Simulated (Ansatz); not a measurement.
# TiSi: a changed input and its effect

System: TiSi (Fm-3m, 2 atoms in the cell).
Method of run A: DFT HSE06, scalar-relativistic, plane waves, PAW, no spin polarisation (Ansatz 0.2.0).

Text and figures count atoms from 1; the logs count them from 0 in places.

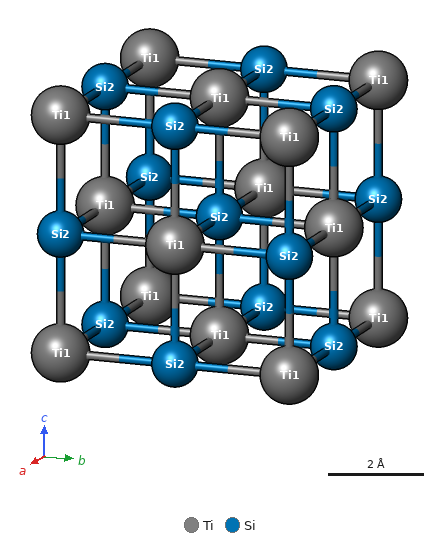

Figure 1. The input geometry (ball-and-stick view of the cell 4 times as large as that of the calculation, set on its symmetry axes, seen slightly off an axis; atoms are numbered from 1 in the order of the input). An atom can appear more than once, as a periodic image. Near neighbours in the periodic cell (some may lie outside the picture): Ti has 6 Si at 2.61 Å; Si has 6 Ti at 2.61 Å.

**Input, run A**
```yaml
crystal:
  lattice:
    - [0.0, 2.61, 2.61]
    - [2.61, 0.0, 2.61]
    - [2.61, 2.61, 0.0]
  atoms:
    - { symbol: Ti, position: [0.0, 0.0, 0.0] }
    - { symbol: Si, position: [0.5, 0.5, 0.5] }
basis:
  ecutwfc: 420
kpoints:
  mp_grid: { grid: [6, 6, 6] }
hamiltonian:
  xc: hse06
scf:
  occupations: { method: gaussian, width: 0.05 }
output:
  forces: true
  stress: true
  eigenvalues: true
```

Command:
```bash
ansatz run input.yaml --threads 4 --pin off --max-ram 12288MiB --backend cpu --events-out ev --progress --plain --runs-dir out
```

Hardware: 4 threads of Intel Xeon (Sapphire Rapids), 16 GiB of memory available, shared host.

**Output, shortened to warnings, some set-up lines, iterations and results (run A)**
```
Warning: output.stress: scf.convergence.dr2_threshold = 1e-7 eV (the SCF's general default) is looser than the 2e-10 eV advised for a printed stress (1e-10 eV for each atom of the cell: 2). What an SCF threshold leaves in a stress goes as its square root, and in the free energy as the threshold itself, and one threshold admits the most on a small cell: of the crystals measured, under no hybrid …
Warning: output.stress: scf.exx.energy_threshold = 1e-6 eV is looser than the 2e-8 eV advised for a stress under a hybrid functional (1e-8 eV for each atom of the cell: 2). Every SCF of the exchange loop can meet its threshold on dr2 while the loop round them stops early: no threshold on dr2 bounds what that leaves in the stress. Set scf.exx.energy_threshold to 2e-8 eV or tighter. The threshold …
Basis set: ecut = 420 eV, 725 PW (Γ), exchange–correlation on 50×50×50 points (8 copies of the dense FFT grid, shifted against one another)
Symmetry: 48 space group operations
k-points: 16 of 216
Initial density: superposition of atomic densities (neutral atoms: chi_scale 0, normalization atom), corrected by the library's trained network
[...]
SCF iter   1: F=—  HF=-3136.288024 eV  |F-HF|=—  |Δ(HF+E_count)|=         —  Δρ=5.98e-3  dr2=1.12e-2  ethr=1.77e-3  ⟨swp⟩=5.3  Hψ=795  notcnv=0
SCF iter   2: F=—  HF=-3136.287286 eV  |F-HF|=—  |Δ(HF+E_count)|=   7.38e-4  Δρ=2.95e-3  dr2=2.37e-3  ethr=6.99e-5  ⟨swp⟩=2.7  Hψ=383  notcnv=0  defer=2
SCF iter   3: F=—  HF=-3136.287386 eV  |F-HF|=—  |Δ(HF+E_count)|=   9.96e-5  Δρ=5.02e-4  dr2=1.10e-4  ethr=6.78e-7  ⟨swp⟩=2.6  Hψ=795  notcnv=0  defer=1
SCF iter   4: F=—  HF=-3136.287370 eV  |F-HF|=—  |Δ(HF+E_count)|=   1.63e-5  Δρ=9.40e-5  dr2=5.40e-6  ethr=6.78e-7  ⟨swp⟩=3.6  Hψ=365  notcnv=0  defer=1
SCF iter   5: F=—  HF=-3136.287369 eV  |F-HF|=—  |Δ(HF+E_count)|=   2.61e-7  Δρ=4.98e-5  dr2=1.49e-6  ethr=3.38e-8  ⟨swp⟩=3.3  Hψ=373  notcnv=0  defer=1
[... 11 lines ...]
SCF iter   2: F=—  HF=-3136.155109 eV  |F-HF|=—  |Δ(HF+E_count)|=   1.41e-6  Δρ=4.50e-5  dr2=3.39e-7  ethr=9.81e-9  ⟨swp⟩=3.9  Hψ=450  notcnv=0
SCF iter   3: F=—  HF=-3136.155109 eV  |F-HF|=—  |Δ(HF+E_count)|=   1.63e-8  Δρ=9.28e-6  dr2=2.15e-8  ethr=2.06e-9  ⟨swp⟩=4.1  Hψ=479  notcnv=0
SCF iter   4: F=—  HF=-3136.155109 eV  |F-HF|=—  |Δ(HF+E_count)|=   1.64e-9  Δρ=5.55e-6  dr2=1.55e-8  ethr=1.27e-10  ⟨swp⟩=4.2  Hψ=510  notcnv=0
SCF iter   5: F=-3136.155109 eV  HF=-3136.155109 eV  |F-HF|=1.73e-9  |Δ(HF+E_count)|=   4.07e-9  Δρ=2.24e-6  dr2=2.26e-9  ethr=9.07e-11  ⟨swp⟩=3.4  Hψ=404  notcnv=0
SCF 3 converged in 5 iterations: F = -3136.155109 eV  dr2 = 2.26e-9
  Residual-converged pass: ⟨swp⟩=3.0  Hψ=366  notcnv=0  max |occ|·‖R‖ = 2.3e-6 eV (tolerance 2.4e-6 eV)  dr2=2.40e-9  dr2_onsite=1.90e-10  max |Δocc| = 1.5e-11
hybrid outer 2: dexx = +1.765e-6 eV, tail = 2.74e-8 eV, Δε = 4.42e-3 eV (about 1.11e-4 eV left of the loop's levels)
hybrid SCF converged: 2 outer / 11 inner (+7 warm-up), last move |dexx| = 1.76e-6 eV, tail = 2.74e-8 eV
Stability not checked: this state was not tested for a lower state beside it, because the functional holds exact exchange (a hybrid, or Hartree-Fock), whose exchange loop this test does not read (fock_operator; see scf.lower_state_search)
Free energy (F): -3136.155109 eV
Frozen-core exchange: fock
Harris-Foulkes:  -3136.155109 eV  (|F-HF|=1.73e-9)
Internal energy: -3136.153122 eV  (E = F + TS)
E sigma→0 (E₀):  -3136.154116 eV
Entropy (-TS):   -0.001987 eV (-0.993 meV/atom)
Fermi energy:    10.234250 eV
--- Per-component energies (eV) ---
  E_band       = -213.615283
  E_kinetic    = 310.195867
  E_local      = -1032.648079  (includes V_loc(G=0)·N_el)
  E_nonlocal   = 31.274890
  E_hartree    = 422.960606
  E_xc         = -123.724542
  E_vxc        = -135.660076  (∫ρ·V_xc dr)
  E_exx        = -44.685980  (= α·E_x^exact, valence–valence)
  E_paw        = -1543.196129  (= ΣΔE_a)
  E_vpaw       = -143.325986  (= ΣTr[D̂ρ^β])
  E_aug_tail   = 0.000130  (compensation charges beyond the density's cutoff)
  E_ewald      = -1156.098832
  E_core_change = -0.231054  (= ΣΔE_core)
  E_smearing   = -0.001987  (= −TS)
  E_closure    = 0.000001  (closes the sum)
  Σ components = -3136.155109   (vs F -3136.155109, Δ=-4.55e-13)
--- Forces (eV/Å), atoms counted from 1 ---
  atom   1  Ti    -0.00000000     0.00000000    -0.00000000
  atom   2  Si    -0.00000000     0.00000000     0.00000000
  max |Σ_I F_I| component: 1.50e-30 eV/Å
--- Stress (GPa, compression-positive) ---
       -9.629282      -0.000000      -0.000000
       -0.000000      -9.629282      -0.000000
       -0.000000       0.000000      -9.629282
  P = ⅓ Tr σ = -9.6293 GPa (-96.293 kbar)
```

For run B the input was changed thus:
```diff
-    - [0.0, 2.61, 2.61]
-    - [2.61, 0.0, 2.61]
-    - [2.61, 2.61, 0.0]
+    - [0.0, 2.5313839662, 2.5313839662]
+    - [2.5313839662, 0.0, 2.5313839662]
+    - [2.5313839662, 2.5313839662, 0.0]
```

What does this change do to the results?

With the same functional and potentials, run B lies 50.6 meV per atom lower. The pressure goes from −9.63 to −0.03 GPa. The volume per atom goes from 17.78 to 16.22 Å³. The cell is scaled evenly with the atoms at fixed fractional positions, so −ΔP/Δ ln V estimates the bulk modulus midway between the two volumes: about 100 GPa. The SCF takes 17 iterations against 18. The plane waves at Γ go from 725 to 609.

**Output, shortened to warnings, some set-up lines, iterations and results (run B)**
```
Warning: output.stress: scf.convergence.dr2_threshold = 1e-7 eV (the SCF's general default) is looser than the 2e-10 eV advised for a printed stress (1e-10 eV for each atom of the cell: 2). What an SCF threshold leaves in a stress goes as its square root, and in the free energy as the threshold itself, and one threshold admits the most on a small cell: of the crystals measured, under no hybrid …
Warning: output.stress: scf.exx.energy_threshold = 1e-6 eV is looser than the 2e-8 eV advised for a stress under a hybrid functional (1e-8 eV for each atom of the cell: 2). Every SCF of the exchange loop can meet its threshold on dr2 while the loop round them stops early: no threshold on dr2 bounds what that leaves in the stress. Set scf.exx.energy_threshold to 2e-8 eV or tighter. The threshold …
Basis set: ecut = 420 eV, 609 PW (Γ), exchange–correlation on 48×48×48 points (8 copies of the dense FFT grid, shifted against one another)
Symmetry: 48 space group operations
k-points: 16 of 216
Initial density: superposition of atomic densities (neutral atoms: chi_scale 0, normalization atom), corrected by the library's trained network
[...]
SCF iter   1: F=—  HF=-3136.346232 eV  |F-HF|=—  |Δ(HF+E_count)|=         —  Δρ=5.90e-3  dr2=1.00e-2  ethr=1.77e-3  ⟨swp⟩=5.3  Hψ=803  notcnv=0
SCF iter   2: F=—  HF=-3136.345282 eV  |F-HF|=—  |Δ(HF+E_count)|=   9.49e-4  Δρ=2.88e-3  dr2=2.15e-3  ethr=6.26e-5  ⟨swp⟩=2.5  Hψ=368  notcnv=0  defer=1
SCF iter   3: F=—  HF=-3136.345266 eV  |F-HF|=—  |Δ(HF+E_count)|=   1.61e-5  Δρ=4.61e-4  dr2=8.45e-5  ethr=5.05e-7  ⟨swp⟩=2.8  Hψ=792  notcnv=0
SCF iter   4: F=—  HF=-3136.345252 eV  |F-HF|=—  |Δ(HF+E_count)|=   1.41e-5  Δρ=5.84e-5  dr2=2.98e-7  ethr=5.05e-7  ⟨swp⟩=3.1  Hψ=348  notcnv=0
SCF iter   5: F=—  HF=-3136.345253 eV  |F-HF|=—  |Δ(HF+E_count)|=   7.47e-7  Δρ=2.29e-5  dr2=2.70e-7  ethr=1.86e-9  ⟨swp⟩=4.9  Hψ=547  notcnv=0
[... 10 lines ...]
SCF iter   1: F=—  HF=-3136.256371 eV  |F-HF|=—  |Δ(HF+E_count)|=         —  Δρ=7.43e-5  dr2=1.80e-6  ethr=1.93e-6  ⟨swp⟩=4.6  Hψ=530  notcnv=0
SCF iter   2: F=—  HF=-3136.256373 eV  |F-HF|=—  |Δ(HF+E_count)|=   1.64e-6  Δρ=5.36e-5  dr2=4.13e-7  ethr=1.03e-8  ⟨swp⟩=3.9  Hψ=480  notcnv=0
SCF iter   3: F=—  HF=-3136.256373 eV  |F-HF|=—  |Δ(HF+E_count)|=   5.71e-8  Δρ=2.07e-5  dr2=1.01e-7  ethr=2.42e-9  ⟨swp⟩=4.1  Hψ=457  notcnv=0
SCF iter   4: F=-3136.256373 eV  HF=-3136.256373 eV  |F-HF|=6.13e-9  |Δ(HF+E_count)|=   1.23e-8  Δρ=6.63e-6  dr2=7.17e-9  ethr=5.93e-10  ⟨swp⟩=3.9  Hψ=417  notcnv=0  defer=1
SCF 3 converged in 4 iterations: F = -3136.256373 eV  dr2 = 7.17e-9
  Residual-converged pass: ⟨swp⟩=3.4  Hψ=402  notcnv=0  max |occ|·‖R‖ = 2.3e-6 eV (tolerance 2.4e-6 eV)  dr2=7.13e-9  dr2_onsite=2.59e-9  max |Δocc| = 1.9e-10
hybrid outer 2: dexx = +2.275e-6 eV, tail = 4.14e-8 eV, Δε = 6.10e-3 eV (about 1.83e-4 eV left of the loop's levels)
hybrid SCF converged: 2 outer / 9 inner (+8 warm-up), last move |dexx| = 2.28e-6 eV, tail = 4.14e-8 eV
Stability not checked: this state was not tested for a lower state beside it, because the functional holds exact exchange (a hybrid, or Hartree-Fock), whose exchange loop this test does not read (fock_operator; see scf.lower_state_search)
Free energy (F): -3136.256373 eV
Frozen-core exchange: fock
Harris-Foulkes:  -3136.256373 eV  (|F-HF|=6.13e-9)
Internal energy: -3136.254321 eV  (E = F + TS)
E sigma→0 (E₀):  -3136.255347 eV
Entropy (-TS):   -0.002052 eV (-1.026 meV/atom)
Fermi energy:    11.437498 eV
--- Per-component energies (eV) ---
  E_band       = -193.219642
  E_kinetic    = 314.259637
  E_local      = -985.090087  (includes V_loc(G=0)·N_el)
  E_nonlocal   = 31.990661
  E_hartree    = 408.529872
  E_xc         = -124.964858
  E_vxc        = -137.288155  (∫ρ·V_xc dr)
  E_exx        = -45.078086  (= α·E_x^exact, valence–valence)
  E_paw        = -1543.667260  (= ΣΔE_a)
  E_vpaw       = -143.992653  (= ΣTr[D̂ρ^β])
  E_aug_tail   = 0.000119  (compensation charges beyond the density's cutoff)
  E_ewald      = -1192.003264
  E_core_change = -0.231054  (= ΣΔE_core)
  E_smearing   = -0.002052  (= −TS)
  E_closure    = -0.000001  (closes the sum)
  Σ components = -3136.256373   (vs F -3136.256373, Δ=0.00e0)
--- Forces (eV/Å), atoms counted from 1 ---
  atom   1  Ti    -0.00000000    -0.00000000     0.00000000
  atom   2  Si    -0.00000000     0.00000000     0.00000000
  max |Σ_I F_I| component: 6.49e-31 eV/Å
--- Stress (GPa, compression-positive) ---
       -0.026612      -0.000000      -0.000000
        0.000000      -0.026612       0.000000
       -0.000000      -0.000000      -0.026612
  P = ⅓ Tr σ = -0.0266 GPa (-0.266 kbar)
```

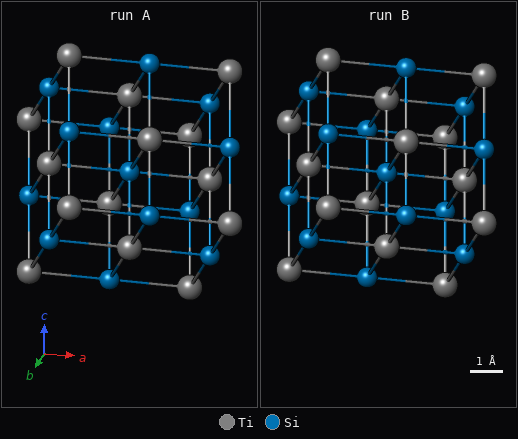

Figure 2. The two input geometries at one scale (ball-and-stick view of the cell 4 times as large as that of the calculation, set on its symmetry axes, seen at an oblique angle). The atoms keep their places relative to the cell (all moves are under 0.005 Å). The drawn cell changes as follows: a = b = c 5.220 → 5.063 Å (−3.0 %); the volume changes by −8.8 %. Among the contacts that change: Si–Ti 2.610 → 2.531 Å.

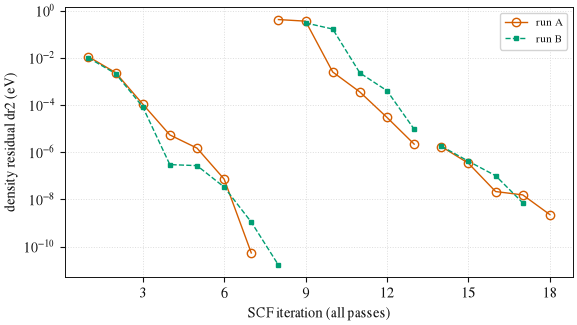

Figure 3. Convergence of the two runs: density residual dr2 against the SCF iteration. A break in a curve parts two SCF passes. Run A takes 18 iterations in all, and run B takes 17.

**The two runs side by side**

```csv
quantity,run A,run B
outcome,converged,converged
free energy per atom (eV),−1568.0776,−1568.1282
"energy per atom, smearing taken to zero (eV)",−1568.0771,−1568.1277
gap on the mesh (eV),0.00,0.00
pressure (GPa),−9.63,−0.03
volume per atom (Å³),17.78,16.22
largest force (eV/Å),0.000,0.000
SCF iterations,18,17
irreducible k-points,16,16
plane waves at Γ,725,609
wall time (shared host),8 s,8.2 s
```

For both runs: Warnings: the exchange loop's threshold is looser than advised for the stress; the SCF threshold is looser than advised for the printed stress. For run A: The cell is under a tension of 9.6 GPa at this level, so it is not at its equilibrium volume.
